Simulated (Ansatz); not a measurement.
**Run report: Si, molecular dynamics (part 3 of 3)**

The same run, continued: Si (defect cell, 17 atoms in the cell); DFT PBE, scalar-relativistic, plane waves, PAW, PAW set soft_1, no spin polarisation (Ansatz 0.2.0); cutoff 420 eV, 2×2×2 k-mesh, Fermi–Dirac smearing of 0.02 eV. It belongs to a series of runs on one base structure; here: dynamics from the start.

Geometry of the input (Å; fractional positions):
```
0.0000  5.4300  5.4300
5.4300  0.0000  5.4300
5.4300  5.4300  0.0000
Si 0.0032  0.0030  -0.0031
Si 0.1246  0.1245  0.1264
Si -0.0000  -0.0000  0.5001
Si 0.1247  0.1246  0.6245
Si 0.0032  0.4968  -0.0032
Si 0.1319  0.6227  0.1225
Si 0.0033  0.4970  0.5027
Si 0.1247  0.6262  0.6244
Si 0.4969  0.0030  -0.0031
Si 0.6229  0.1315  0.1227
Si 0.4970  0.0032  0.5028
Si 0.6262  0.1247  0.6245
Si 0.5004  0.5000  -0.0008
Si 0.6229  0.6228  0.1226
Si 0.4970  0.4970  0.5027
Si 0.6232  0.6231  0.6306
Si 0.7505  0.7500  0.2492
```

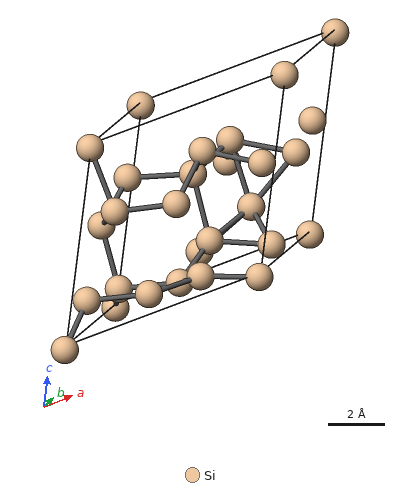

**Figure 1.** The geometry at step 144 of the log (ball-and-stick view of the cell of the calculation, seen slightly off an axis).

## Trajectory as extended XYZ, continued
```
17
Lattice="0.0000 5.4300 5.4300 5.4300 0.0000 5.4300 5.4300 5.4300 0.0000" Properties=species:S:1:pos:R:3:forces:R:3 step=88 time_fs=264.0 energy=-10803.04957 temperature=508.8
Si    0.3257    0.1475   -0.0644   -0.6693  -1.0704   0.3459
Si    1.7193    1.5009    1.1301   -0.1246  -0.5769   1.7671
Si    3.0181    2.7258   -0.2298    1.3669   0.5882   0.1287
Si    4.3658    4.1034    1.2840    0.0711  -0.2559  -1.2313
Si    2.8811    0.0756    2.8490   -0.9863   0.2485  -1.0323
Si    4.0302    1.4228    4.3303   -0.3409   0.1275   1.2218
Si    5.2591    2.6738    2.8855    1.2960   0.7121  -0.9564
Si    6.9476    3.9262    3.9493   -0.1347   0.1470  -0.4731
Si    0.2931    2.9048    2.4395    0.4343  -0.5879   0.0238
Si    1.6592    3.9698    4.0464    0.1848   0.7330  -0.4416
Si    3.0961    5.4435    2.5985   -1.2232   0.6998   0.3765
Si    4.4880    6.9324    3.7969   -0.9060  -0.1768  -0.1822
Si    2.8617    3.0277    5.7212    0.7112  -0.2428  -0.1273
Si    4.4054    4.5093    6.8478    0.0321  -0.2185  -1.2262
Si    5.8192    5.5744    5.0713   -1.0433  -0.7589   0.7076
Si    6.8317    6.9331    6.5608    0.7666   0.2142   1.1903
Si    5.8617    5.6973    8.3278    0.5652   0.4179  -0.0911
17
Lattice="0.0000 5.4300 5.4300 5.4300 0.0000 5.4300 5.4300 5.4300 0.0000" Properties=species:S:1:pos:R:3:forces:R:3 step=96 time_fs=288.0 energy=-10802.95110 temperature=599.7
Si    0.2764    0.0963    0.0010   -0.5112  -0.0658  -0.5824
Si    1.7209    1.4584    1.1699    0.9694  -0.6813  -0.5323
Si    3.0775    2.8127   -0.2623    0.0949   0.1889   1.8372
Si    4.3533    4.1792    1.3788   -0.1302  -0.6149  -1.5460
Si    2.7983    0.0409    2.7184    0.5199  -0.0760   0.0136
Si    3.9871    1.5296    4.2911    0.1036  -1.3421   0.0870
Si    5.3502    2.6761    2.8167    0.0827  -0.2268  -0.8163
Si    6.8911    3.8276    3.9449    0.6441   1.9883  -0.2643
Si    0.4494    2.6528    2.5424   -1.5770   1.5594  -0.2300
Si    1.6515    4.0003    3.9964    0.3557   0.2373   0.8703
Si    2.9719    5.5031    2.5829   -0.7907   0.4407   0.1456
Si    4.3195    6.9173    3.8060    0.4063  -0.2512  -0.5193
Si    2.9151    3.0212    5.7242    0.6197   0.7075  -0.5801
Si    4.5411    4.4979    6.6938   -0.4915  -1.1954   1.2813
Si    5.7337    5.5878    5.0386    0.1562  -0.4861   0.0626
Si    6.8639    6.9915    6.5120   -0.0259  -0.2821   0.3709
Si    5.9243    5.7240    8.2471   -0.4260   0.0996   0.4022
17
Lattice="0.0000 5.4300 5.4300 5.4300 0.0000 5.4300 5.4300 5.4300 0.0000" Properties=species:S:1:pos:R:3:forces:R:3 step=104 time_fs=312.0 energy=-10802.94170 temperature=645.8
Si    0.1697    0.0106    0.0382    0.5184   0.3505  -1.7397
Si    1.7747    1.3473    0.9900   -0.2165   0.3414   0.7484
Si    3.0864    2.9378   -0.1463   -0.4074  -1.0379  -1.1101
Si    4.2846    4.1789    1.3424   -0.4628   0.1563   0.8264
Si    2.7541    0.0271    2.6307    1.5021  -0.1469  -0.2279
Si    3.9892    1.4374    4.2465    0.1491  -0.9709  -0.2666
Si    5.3828    2.6242    2.7096    0.5205   1.3218   0.3665
Si    6.9195    4.0068    3.9164    0.4046  -0.8244  -0.7281
Si    0.4377    2.6922    2.4290    0.5140  -0.7732   0.6745
Si    1.6850    4.0440    3.9574   -0.3642   0.1957   0.7587
Si    2.8311    5.6400    2.5970    0.5264  -0.6952  -0.6064
Si    4.2983    6.9287    3.7340    0.8085   0.5778   1.0658
Si    3.0576    3.0232    5.6665   -1.2290  -0.5989  -1.2173
Si    4.6590    4.1809    6.6798   -0.6651   2.0686   0.8799
Si    5.7085    5.4917    5.0444   -0.6959   1.1344   0.6412
Si    6.9296    6.9670    6.5096    0.1413   0.0620  -0.7908
Si    5.8563    5.7944    8.1987   -1.0439  -1.1611   0.7255
17
Lattice="0.0000 5.4300 5.4300 5.4300 0.0000 5.4300 5.4300 5.4300 0.0000" Properties=species:S:1:pos:R:3:forces:R:3 step=112 time_fs=336.0 energy=-10803.06581 temperature=701.5
Si    0.1551   -0.0832   -0.1224   -0.5750   0.0991   0.3264
Si    1.7411    1.2466    0.8971    0.5575   0.0008   0.0509
Si    3.0369    2.9310   -0.1294   -0.4179  -0.3288  -1.1193
Si    4.1389    4.2469    1.4288    0.5741  -0.2840  -0.3346
Si    2.9390    0.0186    2.5103   -0.3925  -0.5399  -0.7473
Si    3.9548    1.2948    4.1192    0.0254   0.5200   0.8729
Si    5.3691    2.7084    2.7327    0.7189   0.5585  -0.3783
Si    6.9938    4.0884    3.7809   -0.4432  -0.1086   0.8696
Si    0.5286    2.5841    2.2564   -0.3577   0.5525   2.4133
Si    1.6439    4.1185    4.0077    0.0434  -0.8905  -1.1253
Si    2.7951    5.7009    2.6199    0.3241  -0.3770   0.4676
Si    4.3308    7.0230    3.7697    0.4728   0.3013   0.1309
Si    2.9797    2.8873    5.4926    0.6250   0.8838   0.1165
Si    4.6567    4.1979    6.7615   -1.5451   0.0261  -1.3295
Si    5.6355    5.5933    5.1156   -0.1556  -1.0411  -0.8957
Si    7.0103    6.8101    6.4146   -0.3795   0.5607   0.9346
Si    5.6194    5.7646    8.2088    0.9255   0.0672  -0.2526
17
Lattice="0.0000 5.4300 5.4300 5.4300 0.0000 5.4300 5.4300 5.4300 0.0000" Properties=species:S:1:pos:R:3:forces:R:3 step=120 time_fs=360.0 energy=-10802.98694 temperature=543.0
Si   -0.0093   -0.1682   -0.1276    0.5998   0.3472   0.3523
Si    1.7369    1.2069    0.8492   -0.5543   0.2746  -0.6817
Si    2.9365    2.9318   -0.3378    0.5650  -0.6505   1.1248
Si    4.0356    4.1644    1.4076   -0.3381   0.0153  -0.6036
Si    2.9932    0.0333    2.3562   -0.9218  -0.5161   0.8229
Si    3.8685    1.2445    4.1466    0.9301  -0.0280  -0.5698
Si    5.3785    2.8409    2.7215    0.1978  -1.3123  -0.1535
Si    7.0133    4.1053    3.7313   -0.7016   1.3378  -0.1919
Si    0.5502    2.5426    2.2989   -0.7697   1.6584   0.0811
Si    1.5415    4.1059    3.8472   -0.0010  -1.7210   1.1028
Si    2.7935    5.6386    2.7718    1.4234   1.0540  -0.8880
Si    4.4398    7.1425    3.7853   -0.5397  -1.2827   0.1592
Si    2.9616    2.8719    5.3742   -0.9672   0.8005   0.4773
Si    4.4823    4.2354    6.5726    0.4278  -1.7113   0.0966
Si    5.6149    5.5562    5.1119    0.6245   0.1102  -1.1557
Si    6.9321    6.7990    6.5352    0.2734   0.9016   0.5907
Si    5.6104    5.7073    8.2179   -0.2483   0.7224  -0.5635
17
Lattice="0.0000 5.4300 5.4300 5.4300 0.0000 5.4300 5.4300 5.4300 0.0000" Properties=species:S:1:pos:R:3:forces:R:3 step=128 time_fs=384.0 energy=-10802.64476 temperature=466.5
Si   -0.0755   -0.1735    0.0114    1.3145  -0.0361  -0.6740
Si    1.6958    1.2173    0.8088   -0.7543   0.5724  -0.0329
Si    2.9236    2.8814   -0.3719    0.5249  -1.0029  -0.3228
Si    3.9632    4.0319    1.3230   -0.0970   0.3353   1.1604
Si    2.8743    0.0017    2.3197    0.8950  -1.1063  -0.1486
Si    3.9642    1.1105    4.0713   -0.2249   1.3450   0.1060
Si    5.4246    2.8134    2.7317   -0.2493  -0.6610  -0.2725
Si    6.9591    4.2023    3.7710    0.7976  -0.7275  -1.0561
Si    0.5495    2.7155    2.2495   -0.7637  -0.5672  -1.1833
Si    1.3978    3.9220    3.9247    0.4393   1.9889   0.7270
Si    2.8924    5.6371    2.8038   -0.1696  -0.9105  -0.4643
Si    4.5589    7.0597    3.7083   -1.0903  -0.2279   0.5046
Si    2.9384    2.9215    5.2937   -1.5347  -2.2695  -0.5092
Si    4.4815    4.0195    6.3170    0.8335   1.5467   2.0257
Si    5.6963    5.4977    5.0195   -0.2802   1.4705   0.8378
Si    6.9145    6.7831    6.6457    1.0610   1.4524  -1.2703
Si    5.6419    5.7311    8.0944   -0.7017  -1.2024   0.5726
17
Lattice="0.0000 5.4300 5.4300 5.4300 0.0000 5.4300 5.4300 5.4300 0.0000" Properties=species:S:1:pos:R:3:forces:R:3 step=136 time_fs=408.0 energy=-10802.78323 temperature=712.8
Si   -0.0291   -0.1746    0.1180    0.4110   0.4686  -1.1122
Si    1.6203    1.2991    0.8242    0.2694  -0.1090   0.4531
Si    2.9702    2.8197   -0.3633    0.4541  -0.7282  -0.1109
Si    4.0071    3.9914    1.3412   -0.4275   0.2054   0.9990
Si    2.8520   -0.1015    2.2506    0.4685   0.1906   0.3580
Si    4.0622    1.1238    4.0538    0.1697  -0.1151  -0.7214
Si    5.3722    2.7200    2.7149    0.8499  -0.3744  -0.1126
Si    7.0328    4.0934    3.7693   -1.2172   0.3773  -0.2648
Si    0.5499    2.8819    2.1797   -0.3855  -1.7657   0.3513
Si    1.2077    3.8310    4.0937    1.2196   1.6696   0.2704
Si    2.9586    5.5998    2.7618   -1.1247  -0.8438  -0.2593
Si    4.5206    7.0771    3.6650   -0.0812  -0.0167   0.1239
Si    2.8846    2.7013    5.2222    0.3456   0.5683   0.3827
Si    4.5038    4.0695    6.4363   -2.0822   0.0804  -1.5518
Si    5.6600    5.5655    5.0535    0.8308   0.1977  -0.0140
Si    6.9955    6.8720    6.6254   -0.5097  -0.1590   0.4609
Si    5.5486    5.5206    7.9184    0.8095   0.3541   0.7478
17
Lattice="0.0000 5.4300 5.4300 5.4300 0.0000 5.4300 5.4300 5.4300 0.0000" Properties=species:S:1:pos:R:3:forces:R:3 step=144 time_fs=432.0 energy=-10802.60095 temperature=841.3
Si    0.0268   -0.1943    0.0922   -1.6365   0.8667   1.7470
Si    1.6204    1.2461    0.9369    1.0794   0.1382  -0.2828
Si    3.0081    2.7379   -0.4261   -1.0609   0.4778   1.5490
Si    3.9313    3.9155    1.5052    0.8109  -0.4706  -0.9287
Si    3.0636   -0.1057    2.2685   -1.8541   0.2919   0.6147
Si    4.1788    1.0670    4.0322   -0.4367   0.5311   0.3284
Si    5.5012    2.5699    2.7313    0.0459   0.3684  -0.8674
Si    7.0070    4.0457    3.6961    0.2623   0.7290   0.3167
Si    0.5215    2.8321    2.1893   -0.7857   0.1562   0.6327
Si    1.2010    3.9367    4.2580    2.5373  -1.0245  -2.2261
Si    2.8413    5.5261    2.7150   -0.4552   0.3164   0.8029
Si    4.4623    7.1527    3.6386    0.5656  -1.9209  -0.2750
Si    2.9954    2.6543    5.1793   -1.1245   0.0604  -0.1888
Si    4.3365    4.0510    6.3135    1.5303   0.4368  -0.7355
Si    5.7855    5.6308    5.0462   -0.6715  -0.3815  -0.4808
Si    7.0234    6.8754    6.5960   -0.4447  -0.2703   0.7259
Si    5.5513    5.3692    8.0009    1.6382  -0.3050  -0.7324
17
Lattice="0.0000 5.4300 5.4300 5.4300 0.0000 5.4300 5.4300 5.4300 0.0000" Properties=species:S:1:pos:R:3:forces:R:3 step=152 time_fs=456.0 energy=-10802.74037 temperature=742.6
Si   -0.0794   -0.1002    0.1932    1.3174  -0.7916   0.0644
Si    1.7752    1.2613    0.9968   -0.4959  -0.3261  -0.1085
Si    2.9921    2.8316   -0.2875   -0.1444  -0.8958  -0.9283
Si    3.9836    3.7640    1.5359    0.3425   1.6078  -0.1399
Si    3.0530   -0.0866    2.4708   -0.1903  -0.0924  -1.4205
Si    4.2942    1.1264    3.9604   -0.6502   0.1944   0.9967
Si    5.5536    2.5106    2.6917    0.9146   1.4318  -0.1533
Si    7.0104    4.1403    3.7457    0.2302  -1.4161  -0.1030
Si    0.4476    2.7974    2.1449   -0.4859  -0.7150   0.8196
Si    1.5107    3.9469    4.0509   -1.2514  -0.0104   1.0098
Si    2.7159    5.4420    2.7576    2.5703   0.5007  -0.4976
Si    4.3983    6.9992    3.6177    0.0582  -0.2336   0.5188
Si    3.0153    2.6950    5.1516    0.1354  -0.7772   0.6926
Si    4.4228    4.1242    6.2645    0.4486   1.1092  -0.0306
Si    5.9358    5.6699    4.9656   -2.0387   0.3089   0.5317
Si    7.0091    6.8833    6.6454    0.5502  -0.0113  -0.4186
Si    5.8061    5.2745    8.0246   -1.3104   0.1169  -0.8335
17
Lattice="0.0000 5.4300 5.4300 5.4300 0.0000 5.4300 5.4300 5.4300 0.0000" Properties=species:S:1:pos:R:3:forces:R:3 step=160 time_fs=480.0 energy=-10802.77649 temperature=701.2
Si   -0.0611   -0.1243    0.2474    1.7229   0.3065  -1.0247
Si    1.8083    1.2832    1.0429   -1.5245   0.1137  -1.1980
Si    2.9952    2.8018   -0.3225    0.6021  -0.7943   0.4407
Si    4.1102    3.8248    1.5260    0.5550  -0.3278  -0.9145
Si    2.9866    0.0186    2.4305    0.4406  -0.8712   0.8092
Si    4.2834    1.2002    3.9922    0.6906  -0.4779  -0.0710
Si    5.7031    2.6317    2.7403   -0.1917  -0.3375  -0.4519
Si    7.0356    4.1147    3.8522   -0.0743   1.1779  -0.1869
Si    0.4003    2.6940    2.1909   -0.5991   0.1134   0.3585
Si    1.5092    3.9589    3.9610    0.1193  -0.4649   1.8571
Si    3.0625    5.3628    2.7976   -1.7289  -0.0163  -0.8653
Si    4.3911    6.8924    3.6486    0.2315   2.1522   0.1367
Si    3.0577    2.6527    5.2320    0.3401   1.4463   0.1167
Si    4.4752    4.3842    6.3216   -1.1654  -1.4810  -0.7617
Si    5.8108    5.8221    4.9931    0.9758  -1.0634   0.7226
Si    7.1476    6.9207    6.6333   -0.3847  -1.0073   1.0690
Si    5.8365    5.2046    7.9370   -0.0092   1.5317  -0.0364
17
Lattice="0.0000 5.4300 5.4300 5.4300 0.0000 5.4300 5.4300 5.4300 0.0000" Properties=species:S:1:pos:R:3:forces:R:3 step=168 time_fs=504.0 energy=-10802.93824 temperature=710.0
Si    0.1659   -0.2376    0.1210   -1.1435   0.3415  -0.7744
Si    1.6480    1.2215    1.0198    0.4520   0.7888   0.3132
Si    3.0223    2.6926   -0.2966   -1.0110   0.9430   0.6056
Si    4.2536    3.8083    1.4562   -0.0070   0.1686  -0.7385
Si    2.9963   -0.0445    2.4471   -1.3427   0.4685   0.7383
Si    4.2733    1.1821    3.9448    1.3745  -0.2944   0.4914
Si    5.7657    2.6591    2.7745   -0.4072  -0.6462  -0.4060
Si    6.9353    4.2425    3.9204    1.3464  -0.3752   0.3242
Si    0.2774    2.6689    2.3119    1.7998   1.9469  -1.8027
Si    1.4298    3.9006    4.1215    1.0160  -0.1212  -1.0027
Si    3.1691    5.3602    2.8008   -1.4299  -0.5310  -0.1097
Si    4.4218    7.0710    3.6434   -1.1954  -1.4784   1.9777
Si    3.2039    2.7353    5.2656   -1.3950  -0.5376  -0.1524
Si    4.2779    4.3949    6.3223    1.1687  -0.5564  -0.4720
Si    5.8106    5.8808    5.1330   -0.4717  -0.3721  -0.2247
Si    7.2110    6.8466    6.7249    0.7685   0.4969   0.3000
Si    5.8238    5.2973    7.8269    0.4775  -0.2418   0.9326
17
Lattice="0.0000 5.4300 5.4300 5.4300 0.0000 5.4300 5.4300 5.4300 0.0000" Properties=species:S:1:pos:R:3:forces:R:3 step=176 time_fs=528.0 energy=-10803.04828 temperature=647.0
Si    0.1127   -0.2354   -0.0574    1.4031  -0.1256   0.6150
Si    1.6215    1.2909    1.0309    0.3574  -1.3381  -0.0825
Si    2.9094    2.7798   -0.2043   -0.6180   0.7917   0.1447
Si    4.3561    3.7977    1.3157   -0.6132   0.4646   0.9237
Si    2.8574   -0.0563    2.5882    0.2970   0.8999  -0.5530
Si    4.4182    1.1068    3.9782   -1.3067   0.7285  -0.3811
Si    5.7481    2.5656    2.7853   -0.0749   1.4949   0.1007
Si    6.8681    4.3267    4.0391    0.3576  -1.7211  -0.2354
Si    0.3683    2.7641    2.1601   -1.7500   0.4757   1.6082
Si    1.4927    3.7690    4.0632    0.6153   0.2897  -0.4196
Si    3.0813    5.3154    2.7658    0.2008  -0.4356   0.0714
Si    4.2909    7.0492    3.8565    0.7016  -0.2157  -1.7725
Si    3.2760    2.7305    5.3065   -1.2561  -1.1381  -0.4968
Si    4.2717    4.3790    6.4236    0.9262   0.1988   0.7579
Si    5.7264    5.8882    5.2333   -0.2380   0.1367   0.4930
Si    7.2127    6.8826    6.8360    1.6974   0.9170  -1.5138
Si    5.9837    5.3730    7.8971   -0.6994  -1.4232   0.7401
17
Lattice="0.0000 5.4300 5.4300 5.4300 0.0000 5.4300 5.4300 5.4300 0.0000" Properties=species:S:1:pos:R:3:forces:R:3 step=184 time_fs=552.0 energy=-10803.22489 temperature=552.2
Si    0.2014   -0.1934   -0.1292    0.5266  -0.9540   0.1117
Si    1.6798    1.2206    1.0288   -0.8260   0.5087   0.0877
Si    2.8598    2.8357   -0.1689    0.9080  -1.1204  -0.2245
Si    4.2929    3.8522    1.3044    0.7843   0.6464   0.6111
Si    2.8214   -0.0349    2.6033   -0.2793  -0.0913   0.4293
Si    4.3507    1.1411    3.9047    0.0307   0.7280   0.1505
Si    5.7952    2.6712    2.7860   -0.4500   0.1725  -0.6515
Si    6.8882    4.2144    4.1539   -0.6811   1.1868  -0.3841
Si    0.2485    2.8201    2.1769    0.5409  -1.6210   0.7874
Si    1.6547    3.6705    3.9314   -0.6213   0.6743   0.4404
Si    3.0861    5.1975    2.8467    0.2378   1.1009  -0.7891
Si    4.3421    7.0489    3.7656   -0.6684  -0.1967   0.0382
Si    3.2446    2.6266    5.3184    0.2905   0.8040  -0.4831
Si    4.3057    4.3511    6.5843   -1.2520  -0.7264  -1.3498
Si    5.6275    5.9265    5.4061    1.0352  -0.4062  -0.6760
Si    7.3904    6.9801    6.7932   -1.0649  -1.3163   1.2892
Si    5.8722    5.3217    7.9466    1.4890   0.6105   0.6127
17
Lattice="0.0000 5.4300 5.4300 5.4300 0.0000 5.4300 5.4300 5.4300 0.0000" Properties=species:S:1:pos:R:3:forces:R:3 step=192 time_fs=576.0 energy=-10803.04022 temperature=530.5
Si    0.3395   -0.2438   -0.2076   -0.9511   0.0430   1.0145
Si    1.5472    1.2637    1.1165    1.1812  -0.5082  -0.1595
Si    2.9134    2.7855   -0.1670   -0.5746   0.3187   0.7477
Si    4.3579    3.8992    1.4080    0.2843   0.3295  -1.6348
Si    2.8683   -0.0811    2.7078   -0.7875   0.7346  -0.4892
Si    4.3666    1.2828    3.8775    0.9378  -0.0733  -0.1172
Si    5.9324    2.8661    2.7252   -0.1558  -1.0715   0.2002
Si    6.8206    4.3747    4.2575    1.1134  -0.8962  -0.4023
Si    0.1828    2.6662    2.2944    0.2904   0.8505   0.2966
Si    1.6532    3.6701    3.9942    0.1781   0.2799  -0.5894
Si    3.1029    5.3113    2.7356    0.0409  -1.1909   0.8140
Si    4.2143    7.0409    3.7219    0.2022  -0.5910   1.3293
Si    3.2418    2.6087    5.3485   -1.1621  -0.7619  -0.5713
Si    4.1472    4.1561    6.5842    1.6089   1.7006   0.7078
Si    5.6250    5.9272    5.4368   -0.7695  -0.0998   0.1228
Si    7.4177    6.7877    6.8791   -1.1704   1.2749  -0.7163
Si    5.8994    5.3545    8.1050   -0.2663  -0.3390  -0.5528
17
Lattice="0.0000 5.4300 5.4300 5.4300 0.0000 5.4300 5.4300 5.4300 0.0000" Properties=species:S:1:pos:R:3:forces:R:3 step=200 time_fs=600.0 energy=-10803.40091 temperature=655.5
Si    0.3466   -0.2934   -0.1633   -0.2530   1.7508  -0.1053
Si    1.6187    1.2179    1.1229   -0.4152   0.1048   0.8050
Si    2.9130    2.7854   -0.0001    0.1178   0.6021  -0.2226
Si    4.5055    4.0139    1.3033   -0.8951  -0.7140   0.5941
Si    2.8024   -0.0419    2.7226    0.5330   0.5457   0.3815
Si    4.4833    1.3728    3.8978   -0.2799  -0.4912  -0.0024
Si    6.0022    2.8657    2.7145   -0.9965   0.2218   0.7373
Si    6.8423    4.3518    4.3590    1.0499  -0.7007  -0.9433
Si    0.1664    2.6757    2.4495    0.4040  -0.2566  -1.0621
Si    1.5948    3.6948    4.0053    0.8515   0.2077  -0.6690
Si    3.1152    5.3274    2.6933    0.1152  -0.3688   0.4559
Si    4.2434    7.0109    3.8934   -0.9524  -0.2534   0.0712
Si    3.0746    2.6084    5.3524    0.6119  -0.3320  -0.0303
Si    4.1784    4.1845    6.6354    0.4616   0.3508   0.2432
Si    5.5312    5.9154    5.4367    0.0192  -0.8875   0.6826
Si    7.2385    6.8161    6.8715    0.2383   0.2499  -0.6196
Si    5.8885    5.2914    8.1099   -0.6102  -0.0294  -0.3162
```

## Summary

```tsv
quantity	value
outcome	finished
mean temperature over the second half	649 K
trajectory	200 steps, 600 fs
ensemble	nvt_langevin
temperature in the input	600.0 K
time step	3.0 fs
electrons treated	68
potential energy (free energy of the electrons) (last step)	−10803.4009 eV
Fermi energy (last step)	7.226 eV
largest force (length of the vector) (last step)	1.772 eV/Å
wall time	18 min
peak memory	0.56 GiB
```

## Notes

The k-point mesh is coarse for a cell of this size, so the results may not be converged.
